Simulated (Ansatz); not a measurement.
# A thicker film of AlN (110) from five thinner ones

In a field along its normal an insulating film takes a dipole p. Written as a length, p/(ε₀AE), it should grow by 1 − 1/ε for each ångström added.

How it was computed: Ansatz 0.2.0, plane waves with PAW datasets (its set soft_2), PBE; zincblende films relaxed at a bulk in-plane lattice constant near the measured one, then held in weak fields of both signs with a dipole correction (A is the cell's area, E the outer field).

| run | distance between the outer atoms (Å) | p/(ε₀AE) (Å) |
| --- | --- | --- |
| 5 units | 6.231 | 7.144 |
| 6 units | 7.790 | 8.364 |
| 8 units | 10.912 | 10.810 |
| 9 units | 12.473 | 12.033 |
| 12 units | 17.155 | 15.703 |
| 16 units | 23.398 | ? |

Q: Estimate the withheld value from the rows shown.

A least-squares line through the 5 rows shown has slope 0.7835 and intercept 2.2611; no row lies more than 0.001 Å off it. That slope means ε = 1/(1 − 0.7835) = 4.62. At 23.398 it gives 0.7835 × 23.398 + 2.2611 = 20.593 Å, beyond the rows fitted. Rounding and scatter of the rows alone allow about ±0.002 Å there.

The run itself gives 20.595 Å: a miss of +0.002 Å, or 0.0 % of the value. The length is met to within 1 %, though ε is more sensitive than the length: the two thickest films give ε = 4.62.

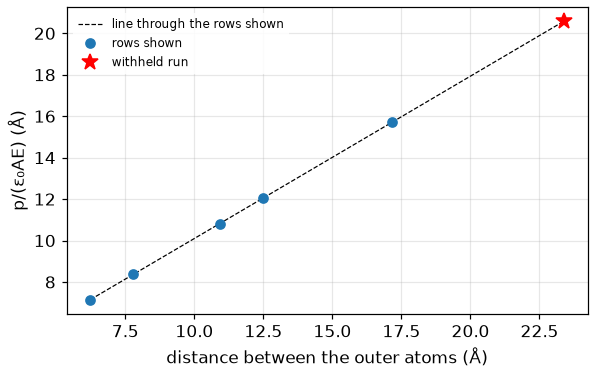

The fit and the withheld run.

**Limits.** This is the electronic response alone. A unit is one step of the cut along the normal (a plane, a pair of planes or a cell), and the layers relax along it, away from their bulk spacing where the functional's lattice constant differs from the one held.
